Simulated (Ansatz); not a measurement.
**Run report: Ti3O, geometry relaxation (part 1 of 2)**

The run: geometry relaxation of Ti3O (P6₃/mcm, 8 atoms in the cell). Method and program: DFT r2SCAN, scalar-relativistic, plane waves, PAW, no spin polarisation (Ansatz 0.2.0).

The structure derives from a Materials Project entry. It belongs to a series of runs on one base structure; here: volume × 0.88, shape and atoms relaxed.

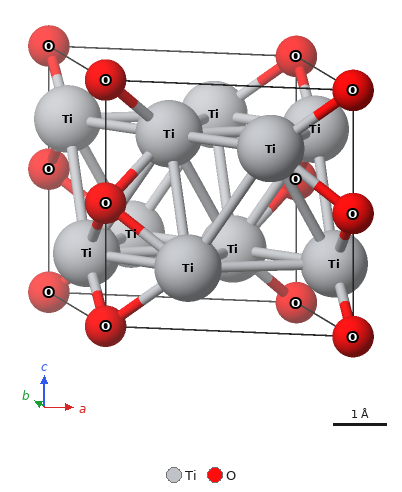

Fig. 1: The starting structure (ball-and-stick view of the cell of the calculation, seen slightly off an axis). An atom can appear more than once, as a periodic image. Near neighbours in the periodic cell (some may lie outside the picture): Ti has 2 O at 2.01 Å and 12 Ti at 2.82 to 2.86 Å; O has 6 Ti at 2.01 Å.

Input file:
```yaml
crystal:
  lattice:
    - [4.8945498337, 0.0, 0.0]
    - [-2.4472749169, 4.2388044961, 0.0]
    - [0.0, 0.0, 4.6898471522]
  atoms:
    - { symbol: Ti, position: [0.0, 0.6669817795, 0.75] }
    - { symbol: Ti, position: [0.0, 0.3330182205, 0.25] }
    - { symbol: Ti, position: [0.6669817795, 0.0, 0.75] }
    - { symbol: Ti, position: [0.6669817795, 0.6669817795, 0.25] }
    - { symbol: Ti, position: [0.3330182205, 0.3330182205, 0.75] }
    - { symbol: Ti, position: [0.3330182205, 0.0, 0.25] }
    - { symbol: O, position: [0.0, 0.0, 0.5] }
    - { symbol: O, position: [0.0, 0.0, 0.0] }
basis:
  ecutwfc: 500
kpoints:
  mp_grid: { grid: [12, 12, 8] }
hamiltonian:
  xc: r2scan
scf:
  occupations: { method: gaussian, width: 0.1 }
output:
  forces: true
  stress: true
  eigenvalues: true
  write_density: true
  write_potential: true
  elf: true
  volumetric_format: npy
relax:
  adjacent_minimum: "off"
  f_tol: 0.01
  max_steps: 30
  cell: { stress_tol: 0.1, fix: [volume] }
```

Run as:
```bash
ansatz run input.yaml --threads 2 --pin off --max-ram 5120MiB --backend cpu --events-out ev --progress --plain --runs-dir out
```

What the program printed:
```
Engine: ansatz 0.2.0, x86_64-unknown-linux-gnu
Pseudopotentials: kind: paw
Pseudopotential: Ti, paw, valence charge 12, recommended cutoff 500 eV (meta_gga), Ti.paw.azcp
Pseudopotential: O, paw, valence charge 6, recommended cutoff 500 eV (meta_gga), O.paw.azcp
Functional definition: r2SCAN
  parameter k0 = 0.174
  parameter k1 = 0.065
  parameter a1 = 4.9479
  exchange = r2scan_x(k0 = k0, k1 = k1, a1 = a1)
  correlation = r2scan_c
Crystal: 8 atoms, lattice volume = 97.300 Å³
Basis set: ecut = 500 eV, 2483 PW (Γ), exchange–correlation on 144×144×144 points (64 copies of the dense FFT grid, shifted against one another)
Bands: 51, of which v1, the nominal top of the filled ones, is band 42 counted from 1 (41 counted from 0)
Symmetry: 24 space group operations
Space group: P63/mcm (ITA 193), of the structure as read, at distance tolerance 4.6e-5 Å
k-points: 95 of 1152
Non-local potential: Ti, projectors of the file, l = 0: 3, l = 1: 2, l = 2: 3, l = 3: 1
Non-local potential: O, projectors of the file, l = 0: 2, l = 1: 2, l = 2: 1
PAW form: soft (Blöchl's): semilocal exchange-correlation on the pseudo side does not see the compensation charge
PAW frozen core: Ti, regenerated for the run's functional (the file was generated under x = pbe(κ = 0.804, μ = 0.2195149727645171), c = pbe(β = 0.06672455060314922))
PAW frozen core: O, regenerated for the run's functional (the file was generated under x = pbe(κ = 0.804, μ = 0.2195149727645171), c = pbe(β = 0.06672455060314922))
PAW one-centre angular grid: Ti, 590 points (default); XC on 160 Gauss nodes
PAW one-centre angular grid: O, 302 points (default); XC on 160 Gauss nodes
Initial density: superposition of atomic densities (neutral atoms: chi_scale 0, normalization atom), corrected by the library's trained network
Initial wavefunctions: pseudopotential atomic-orbital guess
Functional: x = r2scan, c = r2scan; τ floored in thin density (d = 2e-4 eV/Å³)
SCF iter   1: F=—  HF=-16168.334945 eV  |F-HF|=—  |Δ(HF+E_count)|=         —  Δρ=2.18e-2  dr2=4.35e-1  dr2_τ=3.77e-1  ethr=1.77e-3  ⟨swp⟩=5.8  Hψ=18736  notcnv=0
preconditioner: auto → Kerker (q_TF=auto, 2.662 Å⁻¹)  [metal: Δε(μ)=0.011 eV  Ē_g=5.535 eV  σ=0.100 eV  W_gap=0.06  n_scr=26 (ndim 8)  ℏωp=21.3 eV  f_vac=0.000  D(μ)=4.17/eV (n_scr^D=28)]
SCF iter   2: F=—  HF=-16168.668516 eV  |F-HF|=—  |Δ(HF+E_count)|=   3.34e-1  Δρ=8.74e-3  dr2=5.94e-2  dr2_τ=5.79e-3  ethr=5.18e-4  ⟨swp⟩=2.5  Hψ=9963  notcnv=0  defer=160
SCF iter   3: F=—  HF=-16168.668456 eV  |F-HF|=—  |Δ(HF+E_count)|=   5.99e-5  Δρ=3.75e-3  dr2=6.43e-3  dr2_τ=7.92e-4  ethr=7.08e-5  ⟨swp⟩=2.0  Hψ=6846  notcnv=0  defer=160
SCF iter   4: F=—  HF=-16168.671726 eV  |F-HF|=—  |Δ(HF+E_count)|=   3.27e-3  Δρ=1.20e-3  dr2=1.31e-3  dr2_τ=1.07e-4  ethr=7.66e-6  ⟨swp⟩=2.0  Hψ=6502  notcnv=0  defer=160
SCF iter   5: F=—  HF=-16168.671641 eV  |F-HF|=—  |Δ(HF+E_count)|=   8.50e-5  Δρ=2.86e-4  dr2=6.11e-5  dr2_τ=5.83e-6  ethr=1.56e-6  ⟨swp⟩=2.0  Hψ=6160  notcnv=0  defer=160
SCF iter   6: F=—  HF=-16168.671675 eV  |F-HF|=—  |Δ(HF+E_count)|=   3.35e-5  Δρ=9.85e-5  dr2=1.01e-5  dr2_τ=3.36e-7  ethr=7.27e-8  ⟨swp⟩=2.0  Hψ=6623  notcnv=0  defer=160
SCF iter   7: F=—  HF=-16168.671675 eV  |F-HF|=—  |Δ(HF+E_count)|=   2.07e-7  Δρ=1.79e-5  dr2=4.29e-7  dr2_τ=1.17e-8  ethr=1.20e-8  ⟨swp⟩=2.0  Hψ=6266  notcnv=0  defer=160
SCF iter   8: F=-16168.671675 eV  HF=-16168.671675 eV  |F-HF|=3.07e-8  |Δ(HF+E_count)|=   4.49e-8  Δρ=5.65e-6  dr2=4.75e-8  dr2_τ=1.36e-9  ethr=1.19e-10  ⟨swp⟩=14.5  Hψ=28508  notcnv=0
SCF 1 converged in 8 iterations: F = -16168.671675 eV  dr2 = 4.75e-8
  greatest PAW one-centre occupation: 1.003 electrons in one spin orbital (limit 2), on the Ti atom at site 1 (counted from 0), in its partial waves of l = 1
relax step   1: F+E_penalty+E_count = -16168.67167516 eV  Δ(F+E_penalty+E_count) = +0.000e0 eV  max|allowed force component| = 2.886e-1 eV/Å  Δτ_max = 0.0000 Å  P = +25.658 GPa  Ω = 97.300 Å³  fix = [volume]  reactions: volume +25.658 GPa  (8 SCF iters, dr2 threshold 1.00e-7 eV, accepted)
Initial density: handed on by an earlier stage of this run
Initial wavefunctions: those handed on with the density
iter 1 solved again at ethr=5.88e-6 eV; its pass at ethr=3.10e-3 eV (dr2=4.94e-3 eV) is discarded
SCF iter   1: F=—  HF=-16168.666588 eV  |F-HF|=—  |Δ(HF+E_count)|=         —  Δρ=1.97e-3  dr2=4.22e-3  dr2_τ=2.70e-2  ethr=5.88e-6  ⟨swp⟩=2.0  Hψ=20216  notcnv=0
preconditioner: auto → Kerker (q_TF=auto, 2.662 Å⁻¹)  [metal: Δε(μ)=0.005 eV  Ē_g=5.277 eV  σ=0.100 eV  W_gap=0.03  n_scr=26 (ndim 8)  ℏωp=21.3 eV  f_vac=0.000  D(μ)=4.31/eV (n_scr^D=28)]
SCF iter   2: F=—  HF=-16168.679000 eV  |F-HF|=—  |Δ(HF+E_count)|=   1.24e-2  Δρ=8.19e-4  dr2=9.40e-4  dr2_τ=3.99e-5  ethr=5.03e-6  ⟨swp⟩=2.0  Hψ=8258  notcnv=0
SCF iter   3: F=—  HF=-16168.678927 eV  |F-HF|=—  |Δ(HF+E_count)|=   7.26e-5  Δρ=3.42e-4  dr2=2.02e-4  dr2_τ=3.35e-6  ethr=1.12e-6  ⟨swp⟩=2.1  Hψ=5768  notcnv=0
SCF iter   4: F=—  HF=-16168.678887 eV  |F-HF|=—  |Δ(HF+E_count)|=   4.01e-5  Δρ=1.29e-4  dr2=2.28e-5  dr2_τ=2.40e-6  ethr=2.41e-7  ⟨swp⟩=2.0  Hψ=6371  notcnv=0
SCF iter   5: F=—  HF=-16168.678884 eV  |F-HF|=—  |Δ(HF+E_count)|=   3.19e-6  Δρ=5.68e-5  dr2=1.68e-6  dr2_τ=2.18e-7  ethr=2.71e-8  ⟨swp⟩=2.0  Hψ=6480  notcnv=0
SCF iter   6: F=-16168.678884 eV  HF=-16168.678884 eV  |F-HF|=1.10e-8  |Δ(HF+E_count)|=   5.57e-7  Δρ=9.29e-6  dr2=5.22e-8  dr2_τ=7.03e-9  ethr=9.52e-10  ⟨swp⟩=10.5  Hψ=31275  notcnv=0
SCF 2 converged in 6 iterations: F = -16168.678884 eV  dr2 = 5.22e-8
relax step   2: F+E_penalty+E_count = -16168.67888422 eV  Δ(F+E_penalty+E_count) = -7.209e-3 eV  max|allowed force component| = 1.451e-2 eV/Å  Δτ_max = 0.0083 Å  P = +24.911 GPa  Ω = 97.300 Å³  energy of the carried Pulay correction = +2.290e-17 eV  fix = [volume]  reactions: volume +24.911 GPa  (6 SCF iters, dr2 threshold 8.00e-7 eV, accepted)
iter 1 solved again at ethr=2.93e-8 eV; its pass at ethr=3.10e-3 eV (dr2=2.46e-5 eV) is discarded
SCF iter   1: F=—  HF=-16168.678897 eV  |F-HF|=—  |Δ(HF+E_count)|=         —  Δρ=1.71e-4  dr2=2.47e-5  dr2_τ=8.03e-5  ethr=2.93e-8  ⟨swp⟩=2.7  Hψ=22408  notcnv=0
preconditioner: auto → Kerker (q_TF=auto, 2.662 Å⁻¹)  [metal: Δε(μ)=0.005 eV  Ē_g=5.295 eV  σ=0.100 eV  W_gap=0.03  n_scr=26 (ndim 8)  ℏωp=21.3 eV  f_vac=0.000  D(μ)=4.35/eV (n_scr^D=28)]
SCF iter   2: F=—  HF=-16168.678948 eV  |F-HF|=—  |Δ(HF+E_count)|=   5.10e-5  Δρ=7.70e-5  dr2=4.45e-6  dr2_τ=3.28e-7  ethr=2.93e-8  ⟨swp⟩=2.0  Hψ=8223  notcnv=0
SCF iter   3: F=—  HF=-16168.678948 eV  |F-HF|=—  |Δ(HF+E_count)|=   7.48e-7  Δρ=3.45e-5  dr2=1.04e-6  dr2_τ=4.38e-8  ethr=5.30e-9  ⟨swp⟩=2.4  Hψ=6045  notcnv=0
SCF iter   4: F=—  HF=-16168.678948 eV  |F-HF|=—  |Δ(HF+E_count)|=   8.13e-8  Δρ=1.05e-5  dr2=1.17e-7  dr2_τ=1.16e-8  ethr=1.24e-9  ⟨swp⟩=2.0  Hψ=6404  notcnv=0
SCF iter   5: F=-16168.678948 eV  HF=-16168.678948 eV  |F-HF|=2.70e-9  |Δ(HF+E_count)|=   4.93e-9  Δρ=4.72e-6  dr2=1.38e-8  dr2_τ=1.49e-9  ethr=7.45e-11  ⟨swp⟩=7.1  Hψ=24416  notcnv=0
SCF 3 converged in 5 iterations: F = -16168.678948 eV  dr2 = 1.38e-8
  greatest PAW one-centre occupation: 1.003 electrons in one spin orbital (limit 2), on the Ti atom at site 4 (counted from 0), in its partial waves of l = 1
relax step   3: F+E_penalty+E_count = -16168.67894847 eV  Δ(F+E_penalty+E_count) = -6.424e-5 eV  max|allowed force component| = 6.602e-5 eV/Å  Δτ_max = 0.0003 Å  P = +24.925 GPa  Ω = 97.300 Å³  energy of the carried Pulay correction = -4.580e-17 eV  fix = [volume]  reactions: volume +24.925 GPa  (5 SCF iters, dr2 threshold 6.26e-8 eV, accepted)
Initial wavefunctions: pseudopotential atomic-orbital guess (no wavefunctions were taken with the density)
iter 1 solved again at ethr=9.84e-7 eV; its pass at ethr=3.10e-3 eV (dr2=8.26e-4 eV) is discarded
SCF iter   1: F=—  HF=-16168.678938 eV  |F-HF|=—  |Δ(HF+E_count)|=         —  Δρ=5.28e-5  dr2=7.24e-8  dr2_τ=8.76e-8  ethr=9.84e-7  ⟨swp⟩=2.9  Hψ=29064  notcnv=0
eigensolver tolerance schedule: the retry pair's looser diagonalisation over-reported the residual by 11411.88 of it (diagonalisation noise at an unbounded share of the residual, at the tolerance the schedule requests for it); recorded, not acted on — ethr = c·dr2/N_el stays at c = 1.0e-1
preconditioner: auto → Kerker (q_TF=auto, 2.662 Å⁻¹)  [metal: Δε(μ)=0.006 eV  Ē_g=5.295 eV  σ=0.100 eV  W_gap=0.03  n_scr=26 (ndim 8)  ℏωp=21.3 eV  f_vac=0.000  D(μ)=4.36/eV (n_scr^D=28)]
SCF iter   2: F=—  HF=-16168.678945 eV  |F-HF|=—  |Δ(HF+E_count)|=   7.39e-6  Δρ=2.68e-5  dr2=2.23e-8  dr2_τ=3.37e-7  ethr=8.62e-11  ⟨swp⟩=3.2  Hψ=8286  notcnv=0
SCF iter   3: F=—  HF=-16168.678948 eV  |F-HF|=—  |Δ(HF+E_count)|=   2.54e-6  Δρ=2.50e-6  dr2=2.98e-9  dr2_τ=1.47e-9  ethr=2.65e-11  ⟨swp⟩=2.0  Hψ=8927  notcnv=0
SCF iter   4: F=—  HF=-16168.678948 eV  |F-HF|=—  |Δ(HF+E_count)|=   7.35e-9  Δρ=8.95e-7  dr2=4.32e-10  dr2_τ=1.73e-10  ethr=3.55e-12  ⟨swp⟩=2.0  Hψ=6581  notcnv=0
SCF iter   5: F=-16168.678948 eV  HF=-16168.678948 eV  |F-HF|=2.55e-11  |Δ(HF+E_count)|=  8.91e-10  Δρ=2.62e-7  dr2=6.20e-11  dr2_τ=5.02e-12  ethr=1.00e-12  ⟨swp⟩=7.2  Hψ=20304  notcnv=0
SCF 4 converged in 5 iterations: F = -16168.678948 eV  dr2 = 6.20e-11
  greatest PAW one-centre occupation: 1.003 electrons in one spin orbital (limit 2), on the Ti atom at site 5 (counted from 0), in its partial waves of l = 1
relax step   4: F+E_penalty+E_count = -16168.67894799 eV  Δ(F+E_penalty+E_count) = +4.772e-7 eV  max|allowed force component| = 5.296e-5 eV/Å  Δτ_max = 0.0000 Å  P = +24.924 GPa  Ω = 97.300 Å³  fix = [volume]  reactions: volume +24.924 GPa  stress off target by 1.22e-3 GPa on what of the cell is left free  SCF on the basis re-selected at this cell (its energy is not comparable with the rows above)  (5 SCF iters)
```

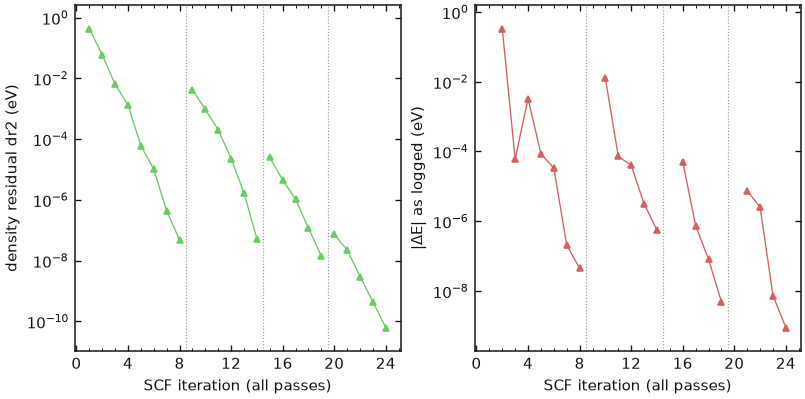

Fig. 2: Convergence of the self-consistent field: density residual dr2 and size of the energy change against the SCF iteration. The dotted lines part the SCF passes of the relaxation: geometry steps, rejected trials and re-solves on a re-selected basis. The passes take 8, 6, 5 and 5 iterations.

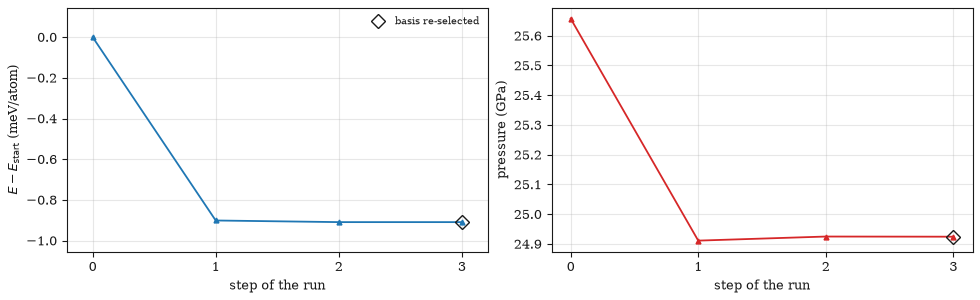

Fig. 3: Progress of the relaxation, step by step (the first geometry is step 0 here and step 1 in the log). Over 2 geometry steps the energy falls by 0.9 meV per atom. Largest force component: 0.29 eV/Å at the start, under 0.0001 eV/Å at the end. The pressure goes from 25.66 to 24.92 GPa. The largest moves relative to the cell, 0.008 Å, are those of Ti1, Ti2, Ti3, Ti4, Ti5 and Ti6. O stays in place. Distances before and after: Ti1–Ti3 2.827 → 2.816 Å, Ti1–Ti4 2.856 → 2.865 Å, Ti1–O7 2.008 → 2.014 Å, Ti1–Ti2 2.858 → 2.853 Å. The space group stays P6_3/mcm (No. 193). A last SCF at the same geometry on a re-selected plane-wave basis shifts the energy by next to nothing (0.0 meV per atom). (Atoms are counted from 1 in the order of the input.)

```
basis re-selected at this cell: Δ(F+E_penalty+E_count) = +4.772e-7 eV, ΔP = -0.001 GPa vs the last step (what re-selecting the basis moved, of the pressure what is left beyond the Pulay correction that the steps carried, after the strain that the cell walked since its last selection, with what the two solves' SCF thresholds leave and, on support functions, any second-order correction that the steps lacked; it is no measure of the basis error at this ecutwfc). This SCF's stress stands 1.22e-3 GPa from its target on what of the cell is left free (relax.cell.stress_tol is 1.00e-1 GPa) and its largest allowed force component is 5.30e-5 eV/Å (relax.f_tol is 1.00e-2 eV/Å): within both
SCF converged after 5 iterations
Free energy (F): -16168.678948 eV
Harris-Foulkes:  -16168.678948 eV  (|F-HF|=2.55e-11)
Internal energy: -16168.657170 eV  (E = F + TS)
E sigma→0 (E₀):  -16168.668059 eV
Entropy (-TS):   -0.021778 eV (-2.722 meV/atom)
Fermi energy:    16.555805 eV
--- Per-component energies (eV) ---
  E_band       = -789.399861
  E_kinetic    = 2023.071536
  E_local      = -5031.418440  (includes V_loc(G=0)·N_el)
  E_nonlocal   = 138.648333
  E_hartree    = 2098.017632
  E_xc         = -715.437211
  E_vxc        = -1023.638067  (∫ρ·V_xc dr)
  E_paw        = -6664.649844  (= ΣΔE_a)
  E_vpaw       = -1160.465457  (= ΣTr[D̂ρ^β])
  E_aug_tail   = 0.002521  (compensation charges beyond the density's cutoff)
  E_vtau       = 68.364440  (kinetic-family band-sum trace: ∫τ·v_τ [+ j·A + Jᵃ·Aᵃ] dr)
  E_ewald      = -8015.307073
  E_core_change = -1.584625  (= ΣΔE_core)
  E_smearing   = -0.021778  (= −TS)
  E_closure    = 0.000000  (closes the sum)
  Σ components = -16168.678948   (vs F -16168.678948, Δ=0.00e0)
```
